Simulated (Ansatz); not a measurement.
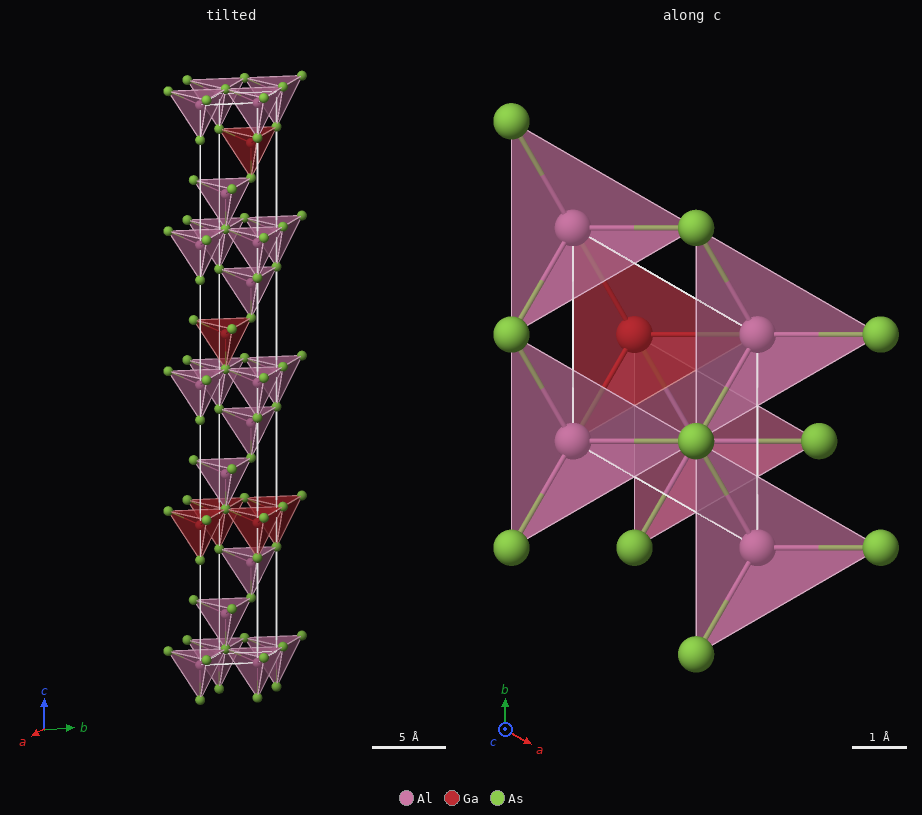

A polyhedral rendering, viewed slightly off an axis and along the c axis. The edges of the conventional unit cell are marked. Some atoms of the next cells are drawn as well.

Al$_{3}$GaAs$_{4}$, space group R3m (No. 160), a = 4.015 Å, b = 4.015 Å, c = 39.295 Å, α = 90.00°, β = 90.00°, γ = 120.00°. It goes back to a structure type filled with these elements by a generator (whether the compound takes this form wasn't checked). Earlier steps of the study, as a rule a relaxation of our own, may have changed the cell and positions, so they can lie some per cent off the listed ones. It was run through Ansatz as a DFT input.

This one geometry was computed with Ansatz (DFT, plane waves, PAW) at five levels of theory: PBE, PBE with spin-orbit coupling, PBE0, HSE06 and r2SCAN. It was relaxed beforehand with r2SCAN.

Which level gives the highest pressure at this volume, and what does that say about its equilibrium volume?

Answer. Highest: PBE (2.1 GPa) and PBE with spin-orbit coupling (2.1 GPa), which points to the largest equilibrium volume. Lowest, with the smallest volume: PBE0 (0.3 GPa), HSE06 (0.4 GPa) and r2SCAN (0.0 GPa). Levels within 0.5 GPa of each other can't be told apart.

How does the band gap change with the level of theory?

Answer. PBE with spin-orbit coupling: a gap of 1.13 eV, direct; PBE: a gap of 1.23 eV, direct; r2SCAN: a gap of 1.70 eV, direct; HSE06: a gap of 2.04 eV, indirect; PBE0: a gap of 2.69 eV, indirect.

Collect the results in a table.

Answer.
| level | cutoff (eV) | k-mesh of the run's cell | gap (eV) | pressure (GPa) |
| --- | --- | --- | --- | --- |
| PBE | 420 | 8×8×8 | 1.23 | 2.1 |
| PBE with spin-orbit coupling | 420 | 8×8×8 | 1.13 | 2.1 |
| PBE0 | 420 | 4×4×4 | 2.69 | 0.3 |
| HSE06 | 420 | 4×4×4 | 2.04 | 0.4 |
| r2SCAN | 500 | 8×8×8 | 1.70 | 0.0 |

Gaps are taken on the k-mesh or band path of each run.
